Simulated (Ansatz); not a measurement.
## What a change does: single-point calculation on Ti

System: Ti (P6/mmm, 3 atoms in the cell).
Method of run 1: DFT PBEsol, scalar-relativistic, plane waves, PAW, no spin polarisation (Ansatz 0.2.0).

The structure derives from a Materials Project entry. Text and figures count atoms from 1; the logs count them from 0 in places.

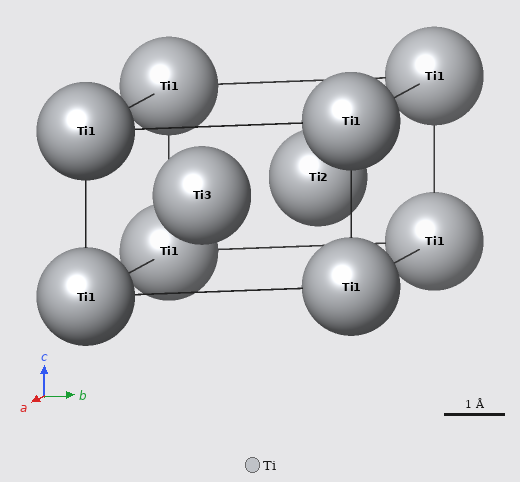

Fig. 1: The structure as given in the input (spheres-only view of the cell of the calculation, seen slightly off an axis; atoms are numbered from 1 in the order of the input). An atom can appear more than once, as a periodic image.

**Input file, run 1**
```yaml
crystal:
  lattice:
    - [4.5673748306, 0.0, 0.0]
    - [-2.2836874153, 3.9554626319, 0.0]
    - [0.0, 0.0, 2.82624427]
  atoms:
    - { symbol: Ti, position: [0.0, 0.0, 0.0] }
    - { symbol: Ti, position: [0.33333333, 0.66666667, 0.5] }
    - { symbol: Ti, position: [0.66666667, 0.33333333, 0.5] }
basis:
  ecutwfc: 420
kpoints:
  mp_grid: { grid: [6, 6, 6] }
hamiltonian:
  xc: pbesol
scf:
  occupations: { method: gaussian, width: 0.1 }
output:
  forces: true
  stress: true
  eigenvalues: true
```

Command:
```bash
ansatz run input.yaml --threads 1 --pin off --max-ram 2560MiB --backend cpu --events-out ev --progress --plain --runs-dir out
```

Hardware: 1 thread of AMD EPYC (Zen 3), 189 GiB of memory available, shared host.

**Output, shortened to warnings, some set-up lines, iterations and results (run 1)**
```
Basis set: ecut = 420 eV, 975 PW (Γ), exchange–correlation on 64×64×40 points (8 copies of the dense FFT grid, shifted against one another)
Symmetry: 24 space group operations
k-points: 28 of 216
Initial density: superposition of atomic densities (neutral atoms: chi_scale 0, normalization atom), corrected by the library's trained network
[...]
SCF iter   1: F=—  HF=-7421.745770 eV  |F-HF|=—  |Δ(HF+E_count)|=         —  Δρ=1.35e-2  dr2=1.09e-1  ethr=1.77e-3  ⟨swp⟩=4.1  Hψ=2117  notcnv=0
SCF iter   2: F=—  HF=-7421.727133 eV  |F-HF|=—  |Δ(HF+E_count)|=   1.86e-2  Δρ=7.30e-3  dr2=4.05e-2  ethr=3.04e-4  ⟨swp⟩=2.0  Hψ=939  notcnv=0
SCF iter   3: F=—  HF=-7421.720803 eV  |F-HF|=—  |Δ(HF+E_count)|=   6.33e-3  Δρ=6.19e-4  dr2=2.53e-4  ethr=1.13e-4  ⟨swp⟩=2.0  Hψ=835  notcnv=0
SCF iter   4: F=—  HF=-7421.720842 eV  |F-HF|=—  |Δ(HF+E_count)|=   3.96e-5  Δρ=2.34e-4  dr2=3.61e-5  ethr=7.02e-7  ⟨swp⟩=2.0  Hψ=941  notcnv=0
SCF iter   5: F=—  HF=-7421.720787 eV  |F-HF|=—  |Δ(HF+E_count)|=   5.59e-5  Δρ=1.06e-4  dr2=4.79e-6  ethr=1.00e-7  ⟨swp⟩=1.9  Hψ=747  notcnv=0
SCF iter   6: F=—  HF=-7421.720786 eV  |F-HF|=—  |Δ(HF+E_count)|=   8.83e-7  Δρ=2.86e-5  dr2=6.62e-7  ethr=1.33e-8  ⟨swp⟩=2.5  Hψ=1033  notcnv=0
SCF iter   7: F=-7421.720786 eV  HF=-7421.720786 eV  |F-HF|=1.46e-8  |Δ(HF+E_count)|=   5.57e-8  Δρ=3.91e-6  dr2=1.66e-8  ethr=2.78e-10  ⟨swp⟩=4.8  Hψ=2173  notcnv=0
SCF 1 converged in 7 iterations: F = -7421.720786 eV  dr2 = 1.66e-8
SCF converged after 7 iterations
Free energy (F): -7421.720786 eV
Harris-Foulkes:  -7421.720786 eV  (|F-HF|=1.46e-8)
Internal energy: -7421.706307 eV  (E = F + TS)
E sigma→0 (E₀):  -7421.713547 eV
Entropy (-TS):   -0.014478 eV (-4.826 meV/atom)
Fermi energy:    13.422893 eV
--- Per-component energies (eV) ---
  E_band       = -463.104168
  E_kinetic    = 817.399949
  E_local      = -2415.283318  (includes V_loc(G=0)·N_el)
  E_nonlocal   = 28.210752
  E_hartree    = 991.468274
  E_xc         = -290.249175
  E_vxc        = -364.713163  (∫ρ·V_xc dr)
  E_paw        = -3067.559239  (= ΣΔE_a)
  E_vpaw       = -511.655357  (= ΣTr[D̂ρ^β])
  E_aug_tail   = 0.000343  (compensation charges beyond the density's cutoff)
  E_ewald      = -3486.112046
  E_core_change = 0.418153  (= ΣΔE_core)
  E_smearing   = -0.014478  (= −TS)
  E_closure    = -0.000000  (closes the sum)
  Σ components = -7421.720786   (vs F -7421.720786, Δ=0.00e0)
--- Forces (eV/Å), atoms counted from 1 ---
  atom   1  Ti     0.00000000    -0.00000000     0.00000000
  atom   2  Ti     0.00000000     0.00000000     0.00000000
  atom   3  Ti    -0.00000000    -0.00000000     0.00000000
  max |Σ_I F_I| component: 3.70e-17 eV/Å
--- Stress (GPa, compression-positive) ---
       -3.615003       0.000000       0.000000
        0.000000      -3.615003       0.000000
        0.000000       0.000000      -3.496865
  P = ⅓ Tr σ = -3.5756 GPa (-35.756 kbar)
```

For run 2 the input was changed thus:
```diff
-    - [4.5673748306, 0.0, 0.0]
-    - [-2.2836874153, 3.9554626319, 0.0]
-    - [0.0, 0.0, 2.82624427]
+    - [4.515290054, 0.0, 0.0]
+    - [-2.257645027, 3.9103558922, 0.0]
+    - [0.0, 0.0, 2.7987936452]
-    - { symbol: Ti, position: [0.33333333, 0.66666667, 0.5] }
-    - { symbol: Ti, position: [0.66666667, 0.33333333, 0.5] }
+    - { symbol: Ti, position: [0.3333333333, 0.6666666667, 0.5] }
+    - { symbol: Ti, position: [0.6666666667, 0.3333333333, 0.5] }
-  mp_grid: { grid: [6, 6, 6] }
+  mp_grid: { grid: [12, 12, 18] }
```

What does this change do to the results?

With the same functional and potentials, run 2 lies 6.2 meV per atom lower (other lines of the input change too). The pressure goes from −3.58 to −0.02 GPa. The volume per atom goes from 17.02 to 16.47 Å³. The SCF takes 6 iterations against 7. The irreducible k-points go from 28 to 190. The plane waves at Γ go from 975 to 951. On the same kind of shared host run 2 took about 6.3 times as long.

**Output, shortened to warnings, some set-up lines, iterations and results (run 2)**
```
Basis set: ecut = 420 eV, 951 PW (Γ), exchange–correlation on 64×64×40 points (8 copies of the dense FFT grid, shifted against one another)
Symmetry: 24 space group operations
k-points: 190 of 2592
Initial density: superposition of atomic densities (neutral atoms: chi_scale 0, normalization atom), corrected by the library's trained network
[...]
SCF iter   1: F=—  HF=-7421.762270 eV  |F-HF|=—  |Δ(HF+E_count)|=         —  Δρ=1.30e-2  dr2=9.22e-2  ethr=1.77e-3  ⟨swp⟩=4.0  Hψ=14170  notcnv=0
SCF iter   2: F=—  HF=-7421.745498 eV  |F-HF|=—  |Δ(HF+E_count)|=   1.68e-2  Δρ=7.07e-3  dr2=3.40e-2  ethr=2.56e-4  ⟨swp⟩=2.0  Hψ=6369  notcnv=0
SCF iter   3: F=—  HF=-7421.739461 eV  |F-HF|=—  |Δ(HF+E_count)|=   6.04e-3  Δρ=5.46e-4  dr2=1.53e-4  ethr=9.45e-5  ⟨swp⟩=2.0  Hψ=5618  notcnv=0
SCF iter   4: F=—  HF=-7421.739494 eV  |F-HF|=—  |Δ(HF+E_count)|=   3.33e-5  Δρ=2.09e-4  dr2=2.03e-5  ethr=4.26e-7  ⟨swp⟩=2.3  Hψ=7426  notcnv=0
SCF iter   5: F=—  HF=-7421.739437 eV  |F-HF|=—  |Δ(HF+E_count)|=   5.70e-5  Δρ=2.96e-5  dr2=2.68e-7  ethr=5.64e-8  ⟨swp⟩=2.0  Hψ=7101  notcnv=0
SCF iter   6: F=-7421.739438 eV  HF=-7421.739438 eV  |F-HF|=9.13e-9  |Δ(HF+E_count)|=   3.06e-7  Δρ=6.14e-6  dr2=1.75e-8  ethr=2.78e-10  ⟨swp⟩=5.4  Hψ=16000  notcnv=0
SCF 1 converged in 6 iterations: F = -7421.739438 eV  dr2 = 1.75e-8
SCF converged after 6 iterations
Free energy (F): -7421.739438 eV
Harris-Foulkes:  -7421.739438 eV  (|F-HF|=9.13e-9)
Internal energy: -7421.726214 eV  (E = F + TS)
E sigma→0 (E₀):  -7421.732826 eV
Entropy (-TS):   -0.013223 eV (-4.408 meV/atom)
Fermi energy:    13.986156 eV
--- Per-component energies (eV) ---
  E_band       = -442.559623
  E_kinetic    = 820.269748
  E_local      = -2362.076298  (includes V_loc(G=0)·N_el)
  E_nonlocal   = 28.570956
  E_hartree    = 974.564785
  E_xc         = -291.170502
  E_vxc        = -365.947215  (∫ρ·V_xc dr)
  E_paw        = -3068.069863  (= ΣΔE_a)
  E_vpaw       = -512.503425  (= ΣTr[D̂ρ^β])
  E_aug_tail   = 0.000346  (compensation charges beyond the density's cutoff)
  E_ewald      = -3524.233539
  E_core_change = 0.418153  (= ΣΔE_core)
  E_smearing   = -0.013223  (= −TS)
  E_closure    = -0.000000  (closes the sum)
  Σ components = -7421.739438   (vs F -7421.739438, Δ=0.00e0)
--- Forces (eV/Å), atoms counted from 1 ---
  atom   1  Ti     0.00000000     0.00000000     0.00000000
  atom   2  Ti     0.00000000    -0.00000000     0.00000000
  atom   3  Ti     0.00000000     0.00000000     0.00000000
  max |Σ_I F_I| component: 1.48e-16 eV/Å
--- Stress (GPa, compression-positive) ---
       -0.048274       0.000000      -0.000000
       -0.000000      -0.048274      -0.000000
       -0.000000      -0.000000       0.032205
  P = ⅓ Tr σ = -0.0214 GPa (-0.214 kbar)
```

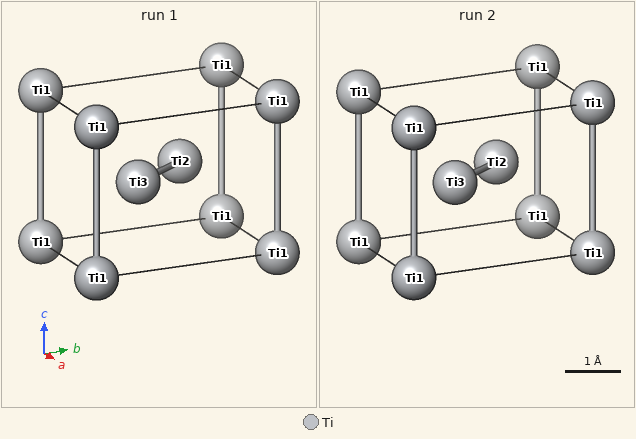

Fig. 2: The two input geometries at one scale (ball-and-stick view of the cell of the calculation, seen slightly off an axis). The atoms keep their places relative to the cell (all moves are under 0.005 Å). The drawn cell changes as follows: a = b 4.567 → 4.515 Å (−1.1 %), c 2.826 → 2.799 Å (−1.0 %); the volume changes by −3.2 %. Among the contacts that change: Ti2–Ti3 2.637 → 2.607 Å, Ti1–Ti1 2.826 → 2.799 Å.

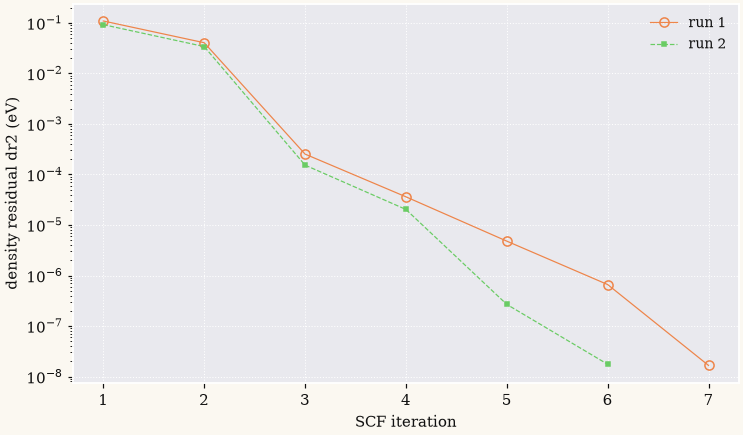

Fig. 3: Convergence of the two runs: density residual dr2 against the SCF iteration. Run 1 takes 7 iterations in all, and run 2 takes 6.

**The two runs side by side**

| quantity | run 1 | run 2 |
| --- | --- | --- |
| outcome | converged | converged |
| free energy per atom (eV) | −2473.9069 | −2473.9131 |
| energy per atom, smearing taken to zero (eV) | −2473.9045 | −2473.9109 |
| gap on the mesh (eV) | 0.00 | 0.00 |
| pressure (GPa) | −3.58 | −0.02 |
| volume per atom (Å³) | 17.02 | 16.47 |
| largest force (eV/Å) | 0.000 | 0.000 |
| SCF iterations | 7 | 6 |
| irreducible k-points | 28 | 190 |
| plane waves at Γ | 975 | 951 |
| wall time (shared host) | 3.1 s | 20 s |
